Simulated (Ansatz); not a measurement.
Run report: C, single-point calculation (part 1 of 2)

The run: single-point calculation of C (48 atoms in the cell). Method and program: DFT PBE, scalar-relativistic, plane waves, PAW, no spin polarisation (Ansatz 0.2.0).

The structure derives from an entry of the Crystallography Open Database.

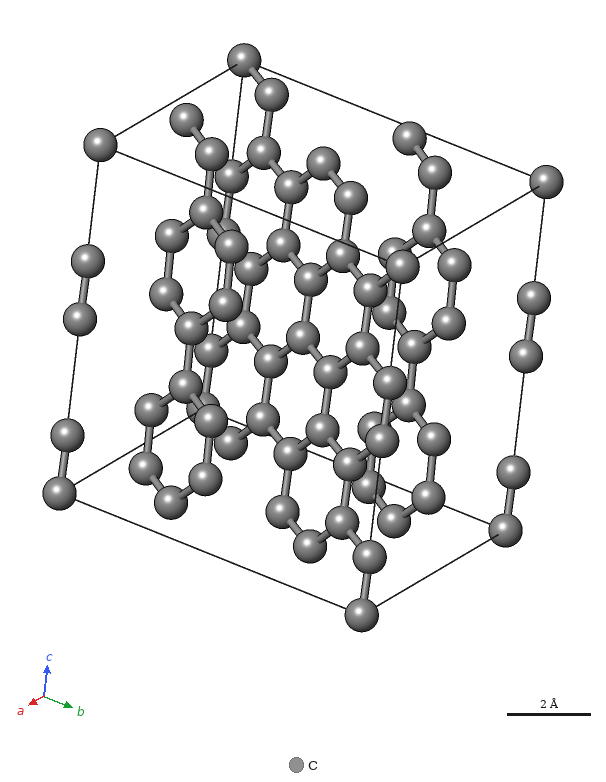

The structure (ball-and-stick view of the cell of the calculation, seen slightly off an axis). An atom can appear more than once, as a periodic image. Near neighbours in the periodic cell (some may lie outside the picture): C has 3 C at 1.43 Å.

**Input file**
```yaml
crystal:
  lattice:
    - [3.705, -2.139083, -6.79]
    - [3.705, -2.139083, 6.79]
    - [-7.41, -4.278165, 0.0]
  atoms:
    - { symbol: C, position: [0.0, 0.0, 0.0] }
    - { symbol: C, position: [0.5, 0.5, 0.0] }
    - { symbol: C, position: [0.666667, 0.666666, 0.833333] }
    - { symbol: C, position: [0.166667, 0.166666, 0.833333] }
    - { symbol: C, position: [0.333333, 0.333334, 0.666667] }
    - { symbol: C, position: [0.833333, 0.833334, 0.666667] }
    - { symbol: C, position: [0.0, 0.0, 0.5] }
    - { symbol: C, position: [0.5, 0.5, 0.5] }
    - { symbol: C, position: [0.666667, 0.666666, 0.333333] }
    - { symbol: C, position: [0.166667, 0.166666, 0.333333] }
    - { symbol: C, position: [0.333333, 0.333334, 0.166667] }
    - { symbol: C, position: [0.833333, 0.833334, 0.166667] }
    - { symbol: C, position: [0.75, 0.25, 0.0] }
    - { symbol: C, position: [0.25, 0.75, 0.0] }
    - { symbol: C, position: [0.416667, 0.916666, 0.833333] }
    - { symbol: C, position: [0.916667, 0.416666, 0.833333] }
    - { symbol: C, position: [0.083333, 0.583334, 0.666667] }
    - { symbol: C, position: [0.583333, 0.083334, 0.666667] }
    - { symbol: C, position: [0.75, 0.25, 0.5] }
    - { symbol: C, position: [0.25, 0.75, 0.5] }
    - { symbol: C, position: [0.416667, 0.916666, 0.333333] }
    - { symbol: C, position: [0.916667, 0.416666, 0.333333] }
    - { symbol: C, position: [0.083333, 0.583334, 0.166667] }
    - { symbol: C, position: [0.583333, 0.083334, 0.166667] }
    - { symbol: C, position: [0.164167, 0.169167, 0.0] }
    - { symbol: C, position: [0.664167, 0.669167, 0.0] }
    - { symbol: C, position: [0.830834, 0.835833, 0.833333] }
    - { symbol: C, position: [0.330834, 0.335833, 0.833333] }
    - { symbol: C, position: [0.4975, 0.502501, 0.666667] }
    - { symbol: C, position: [0.9975, 0.002501, 0.666667] }
    - { symbol: C, position: [0.164167, 0.169167, 0.5] }
    - { symbol: C, position: [0.664167, 0.669167, 0.5] }
    - { symbol: C, position: [0.830834, 0.835833, 0.333333] }
    - { symbol: C, position: [0.330834, 0.335833, 0.333333] }
    - { symbol: C, position: [0.4975, 0.502501, 0.166667] }
    - { symbol: C, position: [0.9975, 0.002501, 0.166667] }
    - { symbol: C, position: [0.580833, 0.085833, 0.0] }
    - { symbol: C, position: [0.080833, 0.585833, 0.0] }
    - { symbol: C, position: [0.2475, 0.752499, 0.833333] }
    - { symbol: C, position: [0.7475, 0.252499, 0.833333] }
    - { symbol: C, position: [0.914166, 0.419167, 0.666667] }
    - { symbol: C, position: [0.414166, 0.919167, 0.666667] }
    - { symbol: C, position: [0.580833, 0.085833, 0.5] }
    - { symbol: C, position: [0.080833, 0.585833, 0.5] }
    - { symbol: C, position: [0.2475, 0.752499, 0.333333] }
    - { symbol: C, position: [0.7475, 0.252499, 0.333333] }
    - { symbol: C, position: [0.914166, 0.419167, 0.166667] }
    - { symbol: C, position: [0.414166, 0.919167, 0.166667] }
basis:
  ecutwfc: 420
  fft_grid_basis: typed
kpoints:
  mp_grid: { grid: [2, 2, 2] }
hamiltonian:
  xc: pbe
  pseudopotentials: { kind: paw }
scf:
  occupations: { method: gaussian, width: 0.05 }
output:
  forces: true
  stress: false
  eigenvalues: true
  bader: false
  write_density: true
  volumetric_format: npy
```

Launch command:
```bash
ansatz run input.yaml --threads 4 --pin off --max-ram 10240MiB --backend cpu --events-out ev --progress --plain --runs-dir out
```

**What the program printed**
```
Warning: the atoms were moved onto the symmetric positions of the space group found under crystal.symmetry.tolerance 1.0e-5 (fractional; no operation is sought that the atoms, as they stand in a round, miss by more than twice it, and no atom is moved by as much as it), and the run uses the moved positions. Before a round's move an operation carried an atom to 1.45e-5 Å from where it should land, the largest such distance. Atom 2 (counting from 0) moved farthest, by 7.23e-6 Å; the longest move in fractions of the cell, of whichever atom, is 0.08 of the tolerance, in 1 round. To run the atoms as typed, lower crystal.symmetry.tolerance until the operations that they miss are no longer found, or set crystal.symmetry.detect: false (a key that needs symmetry detection or time reversal refuses this as the deck is read). The positions used, in the order of the run's atom list: position: [0.0, 0.0, 0.0]; position: [0.5, 0.5, 0.0]; position: [0.6666666666666666, 0.6666666666666666, 0.8333333333333334]; position: [0.16666666666666666, 0.16666666666666666, 0.8333333333333334]; position: [0.33333333333333337, 0.33333333333333337, 0.6666666666666666]; position: [0.8333333333333334, 0.8333333333333334, 0.6666666666666666]; position: [0.0, 0.0, 0.5]; position: [0.5, 0.5, 0.5]; position: [0.6666666666666666, 0.6666666666666666, 0.33333333333333337]; position: [0.16666666666666666, 0.16666666666666666, 0.33333333333333337]; position: [0.33333333333333337, 0.33333333333333337, 0.16666666666666666]; position: [0.8333333333333334, 0.8333333333333334, 0.16666666666666666]; position: [0.75, 0.25, 0.0]; position: [0.25, 0.75, 0.0]; position: [0.41666666666666663, 0.9166666666666666, 0.8333333333333334]; position: [0.9166666666666666, 0.41666666666666663, 0.8333333333333334]; position: [0.08333333333333336, 0.5833333333333334, 0.6666666666666666]; position: [0.5833333333333334, 0.08333333333333336, 0.6666666666666666]; position: [0.75, 0.25, 0.5]; position: [0.25, 0.75, 0.5]; position: [0.41666666666666663, 0.9166666666666666, 0.33333333333333337]; position: [0.9166666666666666, 0.41666666666666663, 0.33333333333333337]; position: [0.08333333333333336, 0.5833333333333334, 0.16666666666666666]; position: [0.5833333333333334, 0.08333333333333336, 0.16666666666666666]; position: [0.164167, 0.169167, 0.0]; position: [0.664167, 0.669167, 0.0]; position: [0.8308336666666667, 0.8358336666666667, 0.8333333333333334]; position: [0.33083366666666664, 0.33583366666666664, 0.8333333333333334]; position: [0.4975003333333333, 0.5025003333333333, 0.6666666666666666]; position: [0.9975003333333333, 0.0025003333333333305, 0.6666666666666666]; position: [0.164167, 0.169167, 0.5]; position: [0.664167, 0.669167, 0.5]; position: [0.8308336666666667, 0.8358336666666667, 0.33333333333333337]; position: [0.33083366666666664, 0.33583366666666664, 0.33333333333333337]; position: [0.4975003333333333, 0.5025003333333333, 0.16666666666666666]; position: [0.9975003333333333, 0.0025003333333333305, 0.16666666666666666]; position: [0.580833, 0.085833, 0.0]; position: [0.080833, 0.585833, 0.0]; position: [0.24749966666666667, 0.7524996666666667, 0.8333333333333334]; position: [0.7474996666666667, 0.2524996666666667, 0.8333333333333334]; position: [0.9141663333333333, 0.41916633333333336, 0.6666666666666666]; position: [0.41416633333333336, 0.9191663333333333, 0.6666666666666666]; position: [0.580833, 0.085833, 0.5]; position: [0.080833, 0.585833, 0.5]; position: [0.24749966666666667, 0.7524996666666667, 0.33333333333333337]; position: [0.7474996666666667, 0.2524996666666667, 0.33333333333333337]; position: [0.9141663333333333, 0.41916633333333336, 0.16666666666666666]; position: [0.41416633333333336, 0.9191663333333333, 0.16666666666666666]; The lattice was moved too: crystal.lattice keeps the space group found at crystal.symmetry.tolerance 1.0e-5 only nearly: the operation that it misses by the most changes a squared length by the fraction 6.96e-8. The run uses the lattice that is a stretch of the typed one, with no rotation, onto the one that keeps every operation to a double's rounding (on a very oblique basis the stretch itself rounds by more); the deck's lattice vector that moved farthest moved by 1.49e-7 Å. To run the lattice as typed, set crystal.symmetry.tolerance under 6.96e-8, the least fraction by which an operation that the lattice misses changes a squared length (the same key also sets how far an atom may lie from its image, so lowering it can lose operations that the atoms keep only within it), or set crystal.symmetry.detect: false, as for the atoms. crystal.lattice made exact, in Å and degrees: [[3.7050000372329324, -2.1390829355106757, -6.79], [3.7050000372329324, -2.1390829355106757, 6.79], [-7.410000148931713, -4.2781649999999996, 0.0]]. Pasted over the deck's crystal.lattice, beside positions in fractional coordinates, it runs the same cell (given as lengths and angles, that cell in the form's own orientation, a rigid turn of the misfit's size from the one run here, for which a checkpoint.post_process_only pass over this run's state can be refused: where this run relaxes nothing, give such a pass this deck's own crystal.lattice, as typed; behind a relaxation, as crystal.lattice, the state's own cell, identity.cell in its checkpoint.json), and a matrix so pasted ends this notice, except on a very skew basis of the lattice, where the rounding of the pasted numbers themselves can read as a misfit: the cell is then moved again, and that move is told again. The lattice as run is in this notice's lattice.as_run_ang field (Run.prep()["deck_notices"] in Python, the deck_notice line of an events file, deck_notices of ansatz run --dry-run=json, or deck_notices in record.json in the deck's checkpoint.write directory).
Engine: ansatz 0.2.0, aarch64-unknown-linux-gnu
Pseudopotentials: kind: paw
Pseudopotential: C, paw, valence charge 4, recommended cutoff 420 eV (normal), C.paw.azcp
Functional definition: PBE
  parameter kappa = 0.804
  parameter beta = 0.06672455060314922
  exchange = pbe_x(kappa = kappa, mu = beta*pi^2/3)
  correlation = pbe_c(beta = beta)
Crystal: 48 atoms, lattice volume = 430.502 Å³
Basis set: ecut = 420 eV, 8441 PW (Γ), exchange–correlation on 108×108×120 points (8 copies of the dense FFT grid, shifted against one another)
Bands: 144, of which v1, the nominal top of the filled ones, is band 96 counted from 1 (95 counted from 0)
Symmetry: 48 space group operations
Space group: P63mc (ITA 186), of the structure as read, at distance tolerance 7.6e-5 Å
k-points: 5 of 8
Non-local potential: C, projectors of the file, l = 0: 2, l = 1: 2, l = 2: 1
PAW form: soft (Blöchl's): semilocal exchange-correlation on the pseudo side does not see the compensation charge
PAW one-centre angular grid: C, 110 points (default); XC on 64 Gauss nodes
Initial density: superposition of atomic densities (neutral atoms: chi_scale 0, normalization atom), corrected by the library's trained network
Initial wavefunctions: pseudopotential atomic-orbital guess
Functional: x = pbe(κ = 0.804, μ = 0.2195149727645171), c = pbe(β = 0.06672455060314922)
SCF iter   1: F=—  HF=-12043.579023 eV  |F-HF|=—  |Δ(HF+E_count)|=         —  Δρ=2.70e-3  dr2=2.60e-2  ethr=1.77e-3  ⟨swp⟩=7.4  Hψ=3563  notcnv=0  defer=110
preconditioner: auto → Kerker (q_TF=auto, 2.385 Å⁻¹)  [metal: Δε(μ)=0.019 eV  Ē_g=15.539 eV  σ=0.050 eV  W_gap=0.21  n_scr=94 (ndim 8)  ℏωp=24.8 eV  f_vac=0.003  D(μ)=31.97/eV (n_scr^D=350)]
SCF iter   2: F=—  HF=-12043.582181 eV  |F-HF|=—  |Δ(HF+E_count)|=   3.16e-3  Δρ=1.61e-3  dr2=1.13e-2  ethr=1.35e-5  ⟨swp⟩=2.4  Hψ=1173  notcnv=0  defer=128
SCF iter   3: F=—  HF=-12043.581426 eV  |F-HF|=—  |Δ(HF+E_count)|=   7.55e-4  Δρ=3.25e-4  dr2=3.64e-4  ethr=5.90e-6  ⟨swp⟩=2.0  Hψ=998  notcnv=0  defer=128
SCF iter   4: F=—  HF=-12043.581617 eV  |F-HF|=—  |Δ(HF+E_count)|=   1.91e-4  Δρ=1.02e-4  dr2=1.09e-4  ethr=1.90e-7  ⟨swp⟩=2.0  Hψ=732  notcnv=0  defer=128
SCF iter   5: F=—  HF=-12043.581692 eV  |F-HF|=—  |Δ(HF+E_count)|=   7.52e-5  Δρ=3.35e-5  dr2=3.74e-6  ethr=5.68e-8  ⟨swp⟩=2.0  Hψ=994  notcnv=0  defer=128
SCF iter   6: F=—  HF=-12043.581444 eV  |F-HF|=—  |Δ(HF+E_count)|=   2.48e-4  Δρ=4.03e-6  dr2=4.71e-8  ethr=5.21e-11  ⟨swp⟩=19.6  Hψ=5993  notcnv=0
SCF iter   7: F=-12043.581444 eV  HF=-12043.581444 eV  |F-HF|=4.68e-9  |Δ(HF+E_count)|=   8.97e-8  Δρ=7.23e-7  dr2=1.53e-9  ethr=2.45e-11  ⟨swp⟩=2.2  Hψ=1922  notcnv=0
SCF 1 converged in 7 iterations: F = -12043.581444 eV  dr2 = 1.53e-9
  greatest PAW one-centre occupation: 0.671 electrons in one spin orbital (limit 2), on the C atom at site 23 (counted from 0), in its partial waves of l = 0
```

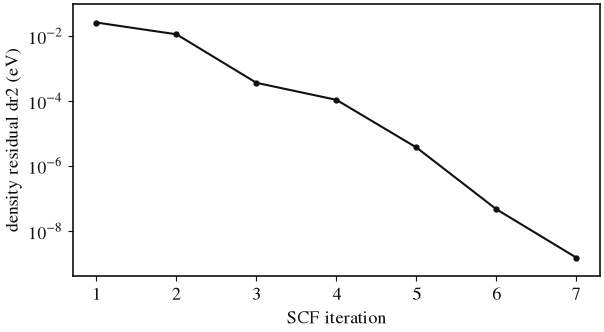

Convergence of the self-consistent field: density residual dr2 against the SCF iteration. The residual falls at every step.

```
SCF converged after 7 iterations
Free energy (F): -12043.581444 eV
Harris-Foulkes:  -12043.581444 eV  (|F-HF|=4.68e-9)
Internal energy: -12043.541496 eV  (E = F + TS)
E sigma→0 (E₀):  -12043.561470 eV
Entropy (-TS):   -0.039948 eV (-0.832 meV/atom)
Fermi energy:    6.796822 eV
--- Per-component energies (eV) ---
  E_band       = -439.832952
  E_kinetic    = 4356.359319
  E_local      = -7455.664386  (includes V_loc(G=0)·N_el)
  E_nonlocal   = 1308.644529
  E_hartree    = 2263.351736
  E_xc         = -2302.195714
  E_vxc        = -2850.391535  (∫ρ·V_xc dr)
  E_paw        = -4767.633292  (= ΣΔE_a)
  E_vpaw       = -325.485661  (= ΣTr[D̂ρ^β])
  E_aug_tail   = 0.000345  (compensation charges beyond the density's cutoff)
  E_ewald      = -5446.404033
  E_smearing   = -0.039948  (= −TS)
  E_closure    = 0.000000  (closes the sum)
  Σ components = -12043.581444   (vs F -12043.581444, Δ=0.00e0)
```
